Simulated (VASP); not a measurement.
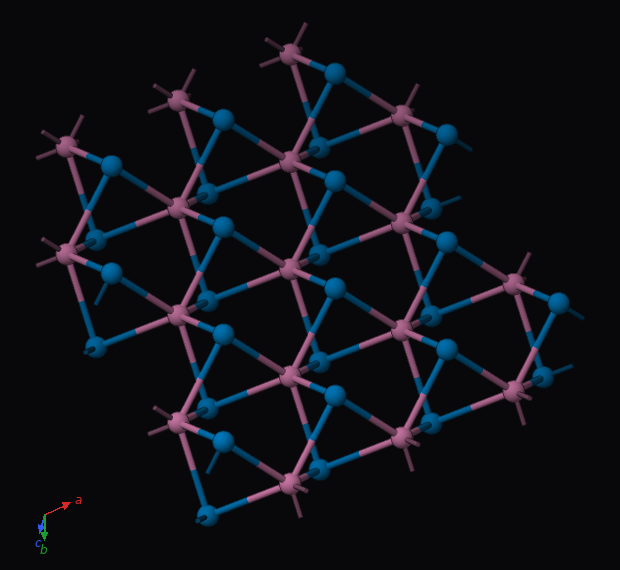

The picture shows a finite piece of the underlying net of a crystal structure, nodes on the atoms' positions. Nodes are coloured by topological kind. One layer is drawn. Edges to nodes outside the piece are drawn as stubs.

**What net is this?**

A binodal (3,6)-connected, two-periodic (layers) net. It is the net of the trigonal-prismatic layers of 2H-MoS2.

**Give point symbol and coordination sequence of each kind of node.**

3-connected node: 4^3, sequence 3, 13, 9, 24, 15, 36; 6-connected node: 4^3.6^12, sequence 6, 6, 18, 12, 30, 18.

Origin of the net. Te₂Mo (space group P6_3/mmc, No. 194): the end point of a relaxation with VASP Kohn-Sham DFT of a periodic cell, PW91, VASP PAW PBE potentials, recommended (VASP 6.6.1). Bonds are taken as Mo–Te below 3.1 Å; no other contact counts. The graph is simplified in the usual way: terminal and isolated atoms are pruned, two-connected atoms become edges. Te is a 3-connected node; Mo is a 6-connected node, in the ratio 2:1.
